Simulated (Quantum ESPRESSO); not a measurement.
# Energy of Eu along an even scaling of the cell

System: Eu (Im-3m, 1 atom in the cell).
Method: Kohn-Sham DFT of a periodic cell, PBEsol, SSSP 1.3 efficiency PBE, spin-polarised (Quantum ESPRESSO 7.5).

The 7 runs differ only in the geometry, by an even scaling of the cell at fixed fractional positions. The structure derives from an entry of the Crystallography Open Database.

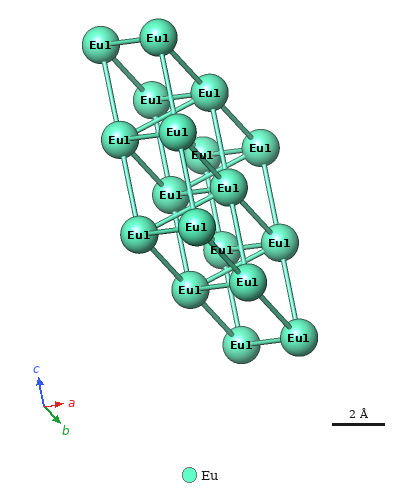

Figure 1. The structure of run 4 (ball-and-stick view of the cell of the calculation, repeated 1 × 2 × 2, seen at an oblique angle; atoms are numbered from 1 in the order of the input). An atom can appear more than once, as a periodic image.

### Input file of run 4
```
&CONTROL
  calculation = 'scf'
  prefix = 'pwscf'
  outdir = './tmp'
  pseudo_dir = './pseudo'
  tprnfor = .true.
  tstress = .true.
  disk_io = 'low'
/
&SYSTEM
  ibrav = 0
  nat = 1
  ntyp = 1
  ecutwfc = 55
  ecutrho = 440
  nbnd = 18
  input_dft = 'pbesol'
  occupations = 'smearing'
  smearing = 'fd'
  degauss = 0.00367493
  nspin = 2
  starting_magnetization(1) = 0.4118
/
&ELECTRONS
  conv_thr = 2d-10
  electron_maxstep = 120
  mixing_beta = 0.3
/
ATOMIC_SPECIES
Eu   151.9640 Eu.paw.z_17.atompaw.wentzcovitch.v1.2.upf
CELL_PARAMETERS angstrom
  -2.3030000000    2.3030000000    2.3030000000
   2.3030000000   -2.3030000000    2.3030000000
   2.3030000000    2.3030000000   -2.3030000000
ATOMIC_POSITIONS crystal
Eu     0.0000000000    0.0000000000    0.0000000000
K_POINTS automatic
8 8 8 0 0 0
```

### File pp_density.in of run 4
```
&INPUTPP
  prefix = 'pwscf'
  outdir = './tmp'
  filplot = 'density.dat'
  plot_num = 0
/
&PLOT
  nfile = 1
  filepp(1) = 'density.dat'
  iflag = 3
  output_format = 6
  fileout = 'density.cube'
/
```

### File pp_potential.in of run 4
```
&INPUTPP
  prefix = 'pwscf'
  outdir = './tmp'
  filplot = 'potential.dat'
  plot_num = 11
/
&PLOT
  nfile = 1
  filepp(1) = 'potential.dat'
  iflag = 3
  output_format = 6
  fileout = 'potential.cube'
/
```

### File pp_spin.in of run 4
```
&INPUTPP
  prefix = 'pwscf'
  outdir = './tmp'
  filplot = 'spin.dat'
  plot_num = 6
/
&PLOT
  nfile = 1
  filepp(1) = 'spin.dat'
  iflag = 3
  output_format = 6
  fileout = 'spin.cube'
/
```

Command:
```bash
OMP_NUM_THREADS=1 mpirun -n 2 pw.x -nk 2 -in pw.in > pw.out
OMP_NUM_THREADS=1 mpirun -n 1 pp.x -in pp_density.in > pp_density.out
OMP_NUM_THREADS=1 mpirun -n 1 pp.x -in pp_potential.in > pp_potential.out
OMP_NUM_THREADS=1 mpirun -n 1 pp.x -in pp_spin.in > pp_spin.out
```

Run 3 has the same physical settings and fractional positions; its lattice vectors (Å) are:
```
  -2.287543    2.287543    2.287543
   2.287543   -2.287543    2.287543
   2.287543    2.287543   -2.287543
```

### Results, with one run withheld

```csv
run,volume per atom (Å³),"free energy per atom, from the lowest run given (meV)",pressure (GPa)
1,45.927,0.00,−2.73
2,46.904,16.95,−2.83
3,47.882,?,?
4,48.859,53.12,−3.05
5,49.836,72.24,−3.18
6,50.813,91.99,−3.28
7,51.790,112.30,−3.40
```

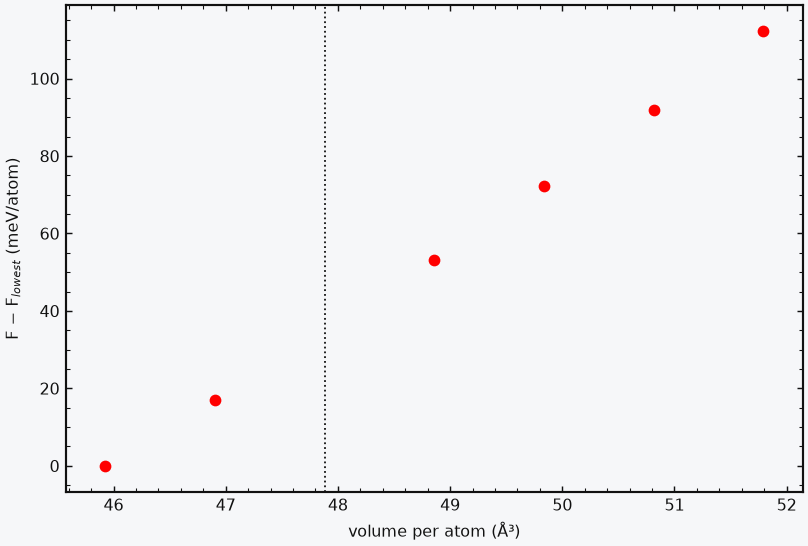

Figure 2. Free energy per atom of the runs given; the dotted line marks run 3.

Estimate the energy of run 3 from the others.

A cubic polynomial in V^(−2/3) (the Birch–Murnaghan form), fitted to the 6 runs given, misses them by at most 0.01 meV per atom. With x = V^(−2/3) − 0.07473 Å⁻², it reads F = 54.888 − 18958 x + 6.5531e+05 x² − 7.9307e+06 x³ (meV per atom). At run 3 it gives 34.68 meV per atom, and the run itself gives 34.67. The slope of the fit gives a pressure −dF/dV of −2.97 GPa there, and the run prints −2.97 GPa. The fit has no minimum inside this range.

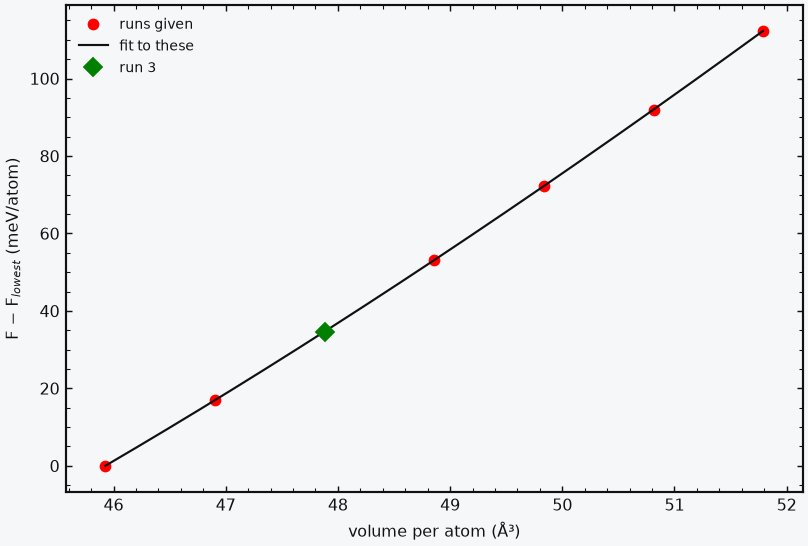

Figure 3. The fit and the withheld run.

### Some lines of the output (run 3)
```
[...]
     total energy              =    -635.07151264 Ry
     total energy              =    -635.07153546 Ry
     total energy              =    -635.07153705 Ry
     total energy              =    -635.07153585 Ry
     total energy              =    -635.07153598 Ry
     total energy              =    -635.07153779 Ry
     total energy              =    -635.07153799 Ry
     total energy              =    -635.07153801 Ry
     total energy              =    -635.07153812 Ry
     the Fermi energy is     7.8070 ev
!    total energy              =    -635.07153812 Ry
     The total energy is F=E-TS. E is the sum of the following terms:
     Computing stress (Cartesian axis) and pressure
          total   stress  (Ry/bohr**3)                   (kbar)     P=      -29.74
```

Notes: Further notes kept with the run: potentials made for another functional; negative rho. Points of doubt noted for this run: potentials made for another functional.
